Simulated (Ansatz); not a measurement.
```
CELL_PARAMETERS angstrom
0.00000 0.00000 9.61797
0.00000 -8.85338 4.80898
8.85338 0.00000 4.80898
ATOMIC_POSITIONS crystal
C 0.50000 0.25000 0.25000
C 0.00000 0.25000 0.25000
C 0.25000 0.75000 0.25000
C 0.75000 0.75000 0.25000
C 0.25000 0.25000 0.75000
C 0.75000 0.25000 0.75000
C 0.50000 0.75000 0.75000
C 0.00000 0.75000 0.75000
C 0.25000 0.50000 0.00000
C 0.75000 0.50000 0.00000
C 0.00000 0.00000 0.00000
C 0.50000 0.00000 0.00000
C 0.00000 0.50000 0.50000
C 0.50000 0.50000 0.50000
C 0.25000 0.00000 0.50000
C 0.75000 0.00000 0.50000
O 0.59337 0.15663 0.15663
O 0.09337 0.15663 0.15663
O 0.34337 0.65663 0.15663
O 0.84337 0.65663 0.15663
O 0.34337 0.15663 0.65663
O 0.84337 0.15663 0.65663
O 0.59337 0.65663 0.65663
O 0.09337 0.65663 0.65663
O 0.40663 0.34337 0.34337
O 0.90663 0.34337 0.34337
O 0.15663 0.84337 0.34337
O 0.65663 0.84337 0.34337
O 0.15663 0.34337 0.84337
O 0.65663 0.34337 0.84337
O 0.40663 0.84337 0.84337
O 0.90663 0.84337 0.84337
O 0.25000 0.40663 0.09337
O 0.75000 0.40663 0.09337
O 0.00000 0.90663 0.09337
O 0.50000 0.90663 0.09337
O 0.00000 0.40663 0.59337
O 0.50000 0.40663 0.59337
O 0.25000 0.90663 0.59337
O 0.75000 0.90663 0.59337
O 0.25000 0.09337 0.40663
O 0.75000 0.09337 0.40663
O 0.00000 0.59337 0.40663
O 0.50000 0.59337 0.40663
O 0.00000 0.09337 0.90663
O 0.50000 0.09337 0.90663
O 0.25000 0.59337 0.90663
O 0.75000 0.59337 0.90663
```

Space group P4₂/mnm; a structure from a database of computed crystals, not necessarily the ambient phase.

Theory: Ansatz, DFT PBE+D3(BJ), scalar-relativistic, plane waves, PAW.

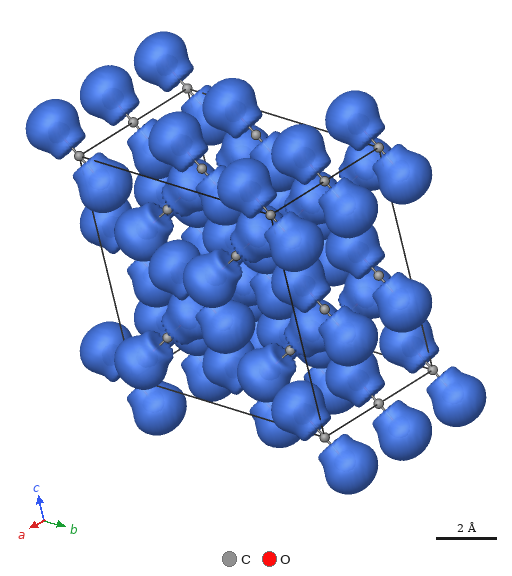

CO$_{2}$. Isosurface of the ELF at 0.7 (blue), seen slightly off an axis. Only the valence region is drawn (cores and ρ < 0.01 e/Å³ removed). Sticks mark near contacts.

Core electrons are frozen (PAW), and the valence fields are smoothed inside the atomic spheres.

**What do the ELF domains correspond to?**

The surface consists of 32 regions on O in which the atom's valence shell and bonds are merged, counted in one cell of 48 atoms. Any copies at cell faces, edges or corners count once. Along the contacts the grid gives the following. C–O (1.17 Å): the ELF peaks at about 0.80 between the atoms (inside overlapping PAW spheres, so only a guide) (a multiple bond).
